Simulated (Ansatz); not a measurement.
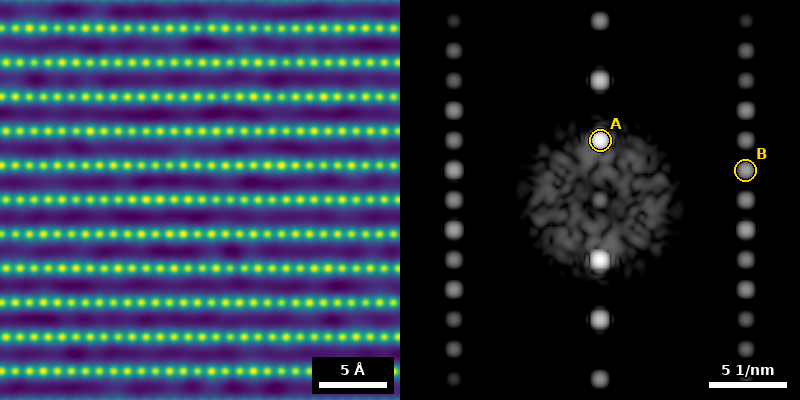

Integrated-DPC-like image of a crystal. Simulated as the projected potential of neutral atoms (B = 0.3 Å²) blurred by a 0.50 Å probe, the thin-sample limit of integrated differential phase contrast. The speckle of an amorphous layer was added.

The right panel is the modulus of the image's Fourier transform on a logarithmic scale.

Question: Which lattice spacings do the marked spots stand for, and what angle do A and B enclose?

Answer: A: 2.6 Å, B: 1.0 Å; A and B enclose about 78°.

The crystal is Mg (P6_3/mmc, No. 194) along [310]; the spots are (0 0 -2) and (1 -3 -1). Structure: the end point of a relaxation with DFT PBE, scalar-relativistic, plane waves, PAW (Ansatz); the starting structure was generated, so it need not be a known form of this composition.
